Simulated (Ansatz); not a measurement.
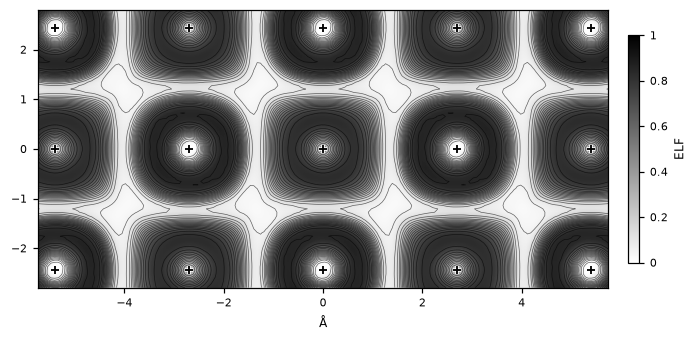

The electron localisation function on a plane through atoms (crosses mark nuclei in the plane).

The calculation used DFT PBE, scalar-relativistic, plane waves, PAW in Ansatz.

Candidates:
A. SrO, a = 3.45 Å, b = 3.45 Å, c = 5.40 Å, α = 90.00°, β = 90.00°, γ = 90.00°. Space group I4/mmm; changed on purpose from its base cell (strain -0.050 along x and y, +0.050 along z, atoms carried along); computed pressure about 11 GPa in this cell.
B. MnO, a = 4.44 Å, b = 4.44 Å, c = 4.44 Å, α = 90.00°, β = 90.00°, γ = 90.00°. Space group Fm-3m; spin-polarised.

> Which candidate gave the map?

Candidate A: SrO on the (110) plane of the conventional cell, which holds Sr and O. Sr–O (2.44 Å): the ELF is about 0.10 at the midpoint; a largely ionic contact. Sr–O (2.70 Å): the ELF is about 0.10 at the midpoint: an ionic contact with no shared pair.
